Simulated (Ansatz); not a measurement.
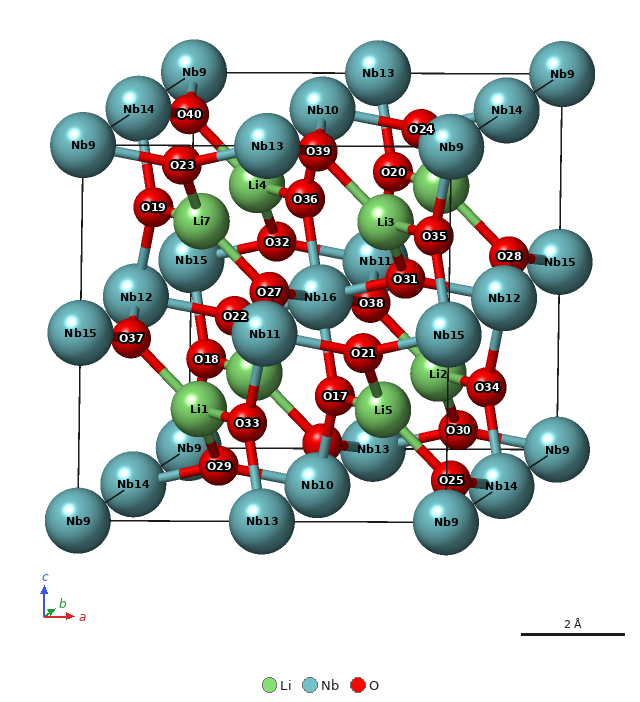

*The structure as given in the input (ball-and-stick view of the cell of the calculation, seen slightly off an axis; atoms are numbered from 1 in the order of the input). An atom can appear more than once, as a periodic image.*

Near neighbours in the periodic cell (some may lie outside the picture): Li has 3 O at 1.92 Å; Nb has 6 O at 1.97 Å; O has 1 Li at 1.92 Å and 2 Nb at 1.97 Å.

## LiNbO3: single-point calculation (part 1 of 2)

The run: single-point calculation of LiNbO3 (R-3c, 40 atoms in the cell). Method and program: DFT PBE, scalar-relativistic, plane waves, PAW, no spin polarisation (Ansatz 0.2.0).

The structure derives from an entry of the Crystallography Open Database. Figures and captions count atoms from 1; the log counts them from 0 in places.

### Input file
```yaml
crystal:
  lattice:
    - [-5.1378, -2.96631, 4.499567]
    - [5.1378, -2.96631, 4.499567]
    - [0.0, 5.93262, 4.499567]
  atoms:
    - { symbol: Li, position: [0.25, 0.25, 0.25] }
    - { symbol: Li, position: [0.75, 0.75, 0.25] }
    - { symbol: Li, position: [0.75, 0.25, 0.75] }
    - { symbol: Li, position: [0.25, 0.75, 0.75] }
    - { symbol: Li, position: [0.75, 0.25, 0.25] }
    - { symbol: Li, position: [0.25, 0.75, 0.25] }
    - { symbol: Li, position: [0.25, 0.25, 0.75] }
    - { symbol: Li, position: [0.75, 0.75, 0.75] }
    - { symbol: Nb, position: [0.0, 0.0, 0.0] }
    - { symbol: Nb, position: [0.5, 0.5, 0.0] }
    - { symbol: Nb, position: [0.5, 0.0, 0.5] }
    - { symbol: Nb, position: [0.0, 0.5, 0.5] }
    - { symbol: Nb, position: [0.5, 0.0, 0.0] }
    - { symbol: Nb, position: [0.0, 0.5, 0.0] }
    - { symbol: Nb, position: [0.0, 0.0, 0.5] }
    - { symbol: Nb, position: [0.5, 0.5, 0.5] }
    - { symbol: O, position: [0.562825, 0.437175, 0.25] }
    - { symbol: O, position: [0.062825, 0.937175, 0.25] }
    - { symbol: O, position: [0.062825, 0.437175, 0.75] }
    - { symbol: O, position: [0.562825, 0.937175, 0.75] }
    - { symbol: O, position: [0.75, 0.062825, 0.437175] }
    - { symbol: O, position: [0.25, 0.562825, 0.437175] }
    - { symbol: O, position: [0.25, 0.062825, 0.937175] }
    - { symbol: O, position: [0.75, 0.562825, 0.937175] }
    - { symbol: O, position: [0.937175, 0.25, 0.062825] }
    - { symbol: O, position: [0.437175, 0.75, 0.062825] }
    - { symbol: O, position: [0.437175, 0.25, 0.562825] }
    - { symbol: O, position: [0.937175, 0.75, 0.562825] }
    - { symbol: O, position: [0.25, 0.437175, 0.062825] }
    - { symbol: O, position: [0.75, 0.937175, 0.062825] }
    - { symbol: O, position: [0.75, 0.437175, 0.562825] }
    - { symbol: O, position: [0.25, 0.937175, 0.562825] }
    - { symbol: O, position: [0.437175, 0.062825, 0.25] }
    - { symbol: O, position: [0.937175, 0.562825, 0.25] }
    - { symbol: O, position: [0.937175, 0.062825, 0.75] }
    - { symbol: O, position: [0.437175, 0.562825, 0.75] }
    - { symbol: O, position: [0.062825, 0.25, 0.437175] }
    - { symbol: O, position: [0.562825, 0.75, 0.437175] }
    - { symbol: O, position: [0.562825, 0.25, 0.937175] }
    - { symbol: O, position: [0.062825, 0.75, 0.937175] }
basis:
  ecutwfc: 420
  fft_grid_basis: typed
kpoints:
  mp_grid: { grid: [3, 3, 3] }
hamiltonian:
  xc: pbe
  pseudopotentials: { kind: paw }
scf:
  occupations: { method: gaussian, width: 0.05 }
output:
  forces: true
  stress: false
  eigenvalues: true
  bader: false
  write_density: true
  volumetric_format: npy
```

Hardware: 4 threads of Arm Neoverse V2, 24 GiB of memory available, shared host.

Command:
```bash
ansatz run input.yaml --threads 4 --pin off --max-ram 10240MiB --backend cpu --events-out ev --progress --plain --runs-dir out
```

### What the program printed
```
Engine: ansatz 0.2.0, aarch64-unknown-linux-gnu
Pseudopotentials: kind: paw
Pseudopotential: Li, paw, valence charge 3, recommended cutoff 420 eV (normal), Li.paw.azcp
Pseudopotential: Nb, paw, valence charge 13, recommended cutoff 420 eV (normal), Nb.paw.azcp
Pseudopotential: O, paw, valence charge 6, recommended cutoff 420 eV (normal), O.paw.azcp
Functional definition: PBE
  parameter kappa = 0.804
  parameter beta = 0.06672455060314922
  exchange = pbe_x(kappa = kappa, mu = beta*pi^2/3)
  correlation = pbe_c(beta = beta)
Crystal: 40 atoms, lattice volume = 411.449 Å³
Basis set: ecut = 420 eV, 8037 PW (Γ), exchange–correlation on 100×100×100 points (8 copies of the dense FFT grid, shifted against one another)
Bands: 176, of which v1, the nominal top of the filled ones, is band 136 counted from 1 (135 counted from 0)
Symmetry: 48 space group operations
Space group: R-3c (ITA 167), of the structure as read, at distance tolerance 7.4e-5 Å
k-points: 6 of 27
Non-local potential: Li, projectors of the file, l = 0: 3, l = 1: 2, l = 2: 1
Non-local potential: Nb, projectors of the file, l = 0: 3, l = 1: 2, l = 2: 2, l = 3: 1
Non-local potential: O, projectors of the file, l = 0: 2, l = 1: 2, l = 2: 1
PAW form: soft (Blöchl's): semilocal exchange-correlation on the pseudo side does not see the compensation charge
PAW one-centre angular grid: Li, 110 points (default); XC on 64 Gauss nodes
PAW one-centre angular grid: Nb, 590 points (default); XC on 64 Gauss nodes
PAW one-centre angular grid: O, 110 points (default); XC on 64 Gauss nodes
Initial density: superposition of atomic densities (neutral atoms: chi_scale 0, normalization atom), corrected by the library's trained network
Initial wavefunctions: pseudopotential atomic-orbital guess
Functional: x = pbe(κ = 0.804, μ = 0.2195149727645171), c = pbe(β = 0.06672455060314922)
SCF iter   1: F=—  HF=-51716.069723 eV  |F-HF|=—  |Δ(HF+E_count)|=         —  Δρ=1.46e-3  dr2=2.72e-3  ethr=1.77e-3  ⟨swp⟩=5.5  Hψ=4142  notcnv=0  defer=47
preconditioner: auto → Resta (q_TF=auto, 2.546 Å⁻¹)  ε∞=5.6  [insulator: Δε(μ)=2.685 eV  Ē_g=11.812 eV  σ=0.050 eV  W_gap=1.00  n_scr=110 (ndim 8)  ℏωp=25.4 eV  f_vac=0.006  D(μ)=0.00/eV (n_scr^D=0)  ε∞_Penn≈5.6]
SCF iter   2: F=—  HF=-51716.073625 eV  |F-HF|=—  |Δ(HF+E_count)|=   3.90e-3  Δρ=7.59e-4  dr2=8.52e-4  ethr=9.99e-7  ⟨swp⟩=2.0  Hψ=1898  notcnv=0  defer=81
SCF iter   3: F=—  HF=-51716.075444 eV  |F-HF|=—  |Δ(HF+E_count)|=   1.82e-3  Δρ=9.59e-5  dr2=4.55e-5  ethr=3.13e-7  ⟨swp⟩=2.0  Hψ=1436  notcnv=0  defer=7
automatic band count: iteration 3 solves 158 bands in place of 176: the levels show a gap, and the empty bands left out lie too high to hold charge; the band table lists the bands solved (type scf.n_extra_bands for more)
SCF iter   4: F=—  HF=-51716.074151 eV  |F-HF|=—  |Δ(HF+E_count)|=   1.29e-3  Δρ=3.80e-5  dr2=7.92e-6  ethr=1.67e-8  ⟨swp⟩=2.0  Hψ=1256  notcnv=0  defer=7
SCF iter   5: F=—  HF=-51716.074155 eV  |F-HF|=—  |Δ(HF+E_count)|=   4.49e-6  Δρ=9.01e-6  dr2=2.41e-7  ethr=2.91e-9  ⟨swp⟩=2.0  Hψ=1277  notcnv=0  defer=7
SCF iter   6: F=-51716.074155 eV  HF=-51716.074155 eV  |F-HF|=3.09e-8  |Δ(HF+E_count)|=   2.70e-7  Δρ=3.14e-6  dr2=2.31e-8  ethr=3.68e-11  ⟨swp⟩=7.7  Hψ=3490  notcnv=0
SCF 1 converged in 6 iterations: F = -51716.074155 eV  dr2 = 2.31e-8
  greatest PAW one-centre occupation: 1.000 electrons in one spin orbital (limit 2), on the Li atom at site 7 (counted from 0), in its partial waves of l = 0
SCF converged after 6 iterations
Free energy (F): -51716.074155 eV
Harris-Foulkes:  -51716.074155 eV  (|F-HF|=3.09e-8)
Internal energy: -51716.074155 eV  (E = F + TS)
E sigma→0 (E₀):  -51716.074155 eV
Fermi energy:    9.190924 eV
--- Per-component energies (eV) ---
  E_band       = -1970.399360
  E_kinetic    = 7574.632439
  E_local      = -16749.068162  (includes V_loc(G=0)·N_el)
  E_nonlocal   = 1796.603214
  E_hartree    = 5655.075837
  E_xc         = -3279.659530
  E_vxc        = -4097.335372  (∫ρ·V_xc dr)
  E_paw        = -28538.134530  (= ΣΔE_a)
  E_vpaw       = -1805.451037  (= ΣTr[D̂ρ^β])
  E_aug_tail   = 0.058548  (compensation charges beyond the density's cutoff)
  E_ewald      = -18175.581970
  E_smearing   = -0.000000  (= −TS)
  E_closure    = 0.000000  (closes the sum)
  Σ components = -51716.074155   (vs F -51716.074155, Δ=0.00e0)
--- Forces (eV/Å), atoms counted from 1 ---
  atom   1  Li     0.00000000     0.00000000     0.00000000
  atom   2  Li     0.00000000    -0.00000000     0.00000000
  atom   3  Li     0.00000000     0.00000000    -0.00000000
  atom   4  Li     0.00000000     0.00000000    -0.00000000
  atom   5  Li    -0.00000000     0.00000000     0.00000000
  atom   6  Li    -0.00000000    -0.00000000     0.00000000
  atom   7  Li    -0.00000000    -0.00000000    -0.00000000
  atom   8  Li    -0.00000000     0.00000000     0.00000000
  atom   9  Nb     0.00000000    -0.00000000    -0.00000000
  atom  10  Nb    -0.00000000    -0.00000000     0.00000000
  atom  11  Nb     0.00000000     0.00000000    -0.00000000
  atom  12  Nb     0.00000000    -0.00000000    -0.00000000
  atom  13  Nb    -0.00000000     0.00000000     0.00000000
  atom  14  Nb     0.00000000    -0.00000000     0.00000000
  atom  15  Nb    -0.00000000     0.00000000     0.00000000
  atom  16  Nb    -0.00000000     0.00000000    -0.00000000
  atom  17  O     -0.14530947     0.00000000     0.00000000
  atom  18  O     -0.14530947    -0.00000000    -0.00000000
  atom  19  O     -0.14530947    -0.00000000     0.00000000
  atom  20  O     -0.14530947    -0.00000000     0.00000000
  atom  21  O      0.07265474    -0.12584169    -0.00000000
  atom  22  O      0.07265474    -0.12584169     0.00000000
  atom  23  O      0.07265474    -0.12584169     0.00000000
  atom  24  O      0.07265474    -0.12584169    -0.00000000
  atom  25  O      0.07265474     0.12584169    -0.00000000
  atom  26  O      0.07265474     0.12584169     0.00000000
  atom  27  O      0.07265474     0.12584169     0.00000000
  atom  28  O      0.07265474     0.12584169    -0.00000000
  atom  29  O     -0.07265474     0.12584169     0.00000000
  atom  30  O     -0.07265474     0.12584169    -0.00000000
  atom  31  O     -0.07265474     0.12584169    -0.00000000
  atom  32  O     -0.07265474     0.12584169     0.00000000
  atom  33  O      0.14530947     0.00000000     0.00000000
  atom  34  O      0.14530947     0.00000000     0.00000000
  atom  35  O      0.14530947     0.00000000    -0.00000000
  atom  36  O      0.14530947     0.00000000    -0.00000000
  atom  37  O     -0.07265474    -0.12584169     0.00000000
  atom  38  O     -0.07265474    -0.12584169     0.00000000
  atom  39  O     -0.07265474    -0.12584169    -0.00000000
  atom  40  O     -0.07265474    -0.12584169     0.00000000
  max |Σ_I F_I| component: 3.33e-16 eV/Å
--- Band table (eV; the first three rows and the last of 6) ---
```
